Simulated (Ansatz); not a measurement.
Consider Au.

Input file:

```
crystal:
  lattice:
    - [3.9749649667, -0.2868877309, -0.1086904574]
    - [0.2868877309, -4.4766392987, -0.0278978601]
    - [0.1086904574, -0.0278978601, -3.8000020455]
  atoms:
    - { symbol: Au, position: [-0.0041322654, 0.5034293754, 0.5036460094] }
    - { symbol: Au, position: [0.4997561759, 0.0029319751, 0.4988683963] }
    - { symbol: Au, position: [0.4990413338, 0.498667688, 0.0004279664] }
    - { symbol: Au, position: [0.0053347557, -0.0050290386, -0.0029423721] }
basis:
  ecutwfc: 420
kpoints:
  mp_grid: { grid: [8, 8, 8] }
hamiltonian:
  xc: pbesol
scf:
  occupations: { method: gaussian, width: 0.15 }
output:
  forces: true
  stress: true
  eigenvalues: true
  write_density: true
  write_potential: true
  elf: true
  volumetric_format: npy
```

Command:

```sh
ansatz run input.yaml --threads 1 --pin off --max-ram 2560MiB --backend cpu --events-out ev --progress --plain --runs-dir out
```

Below, planes, directions and counts refer to the standardised cell (a = 3.80 Å, b = 3.99 Å, c = 4.49 Å, α = 82.20°, β = 89.12°, γ = 86.77°).

Space group P1; not relaxed (largest force 0.3 eV/Å); computed pressure about 6 GPa in this cell.

Method: Ansatz 0.2.0, DFT PBEsol, scalar-relativistic, plane waves, PAW.

**What can the converged valence pseudo-density and electron localisation function tell about the bonding?**

Au–Au (2.90 Å): ρ is about 0.29 e/Å³ halfway; the ELF is about 0.20 at the midpoint: no shared electron pair shows on this line.
Au–Au (2.95 Å): ρ at the midpoint is about 0.26 e/Å³; the ELF is about 0.20 at the midpoint (no shared electron pair shows on this line).
Au–Au (2.97 Å): ρ at the midpoint is about 0.25 e/Å³; the ELF is about 0.20 at the midpoint; no localised pair shows between them.

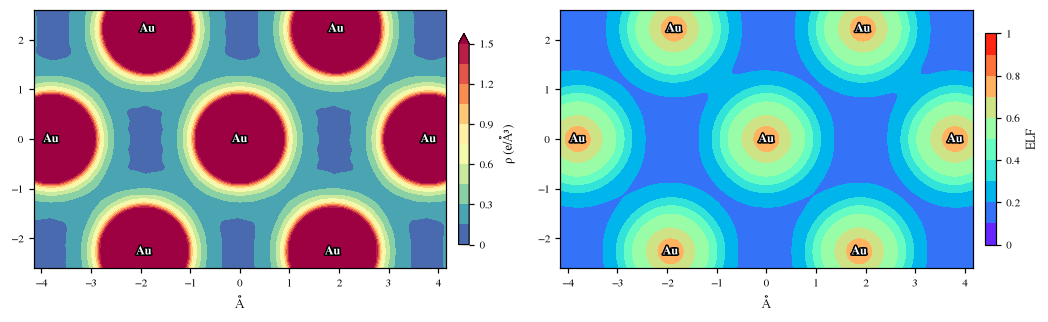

Computed valence pseudo-density and electron localisation function on the (010) plane of the standardised cell, in this order. 

In a PAW calculation such maps are meaningful between the atoms, not at the nuclei.
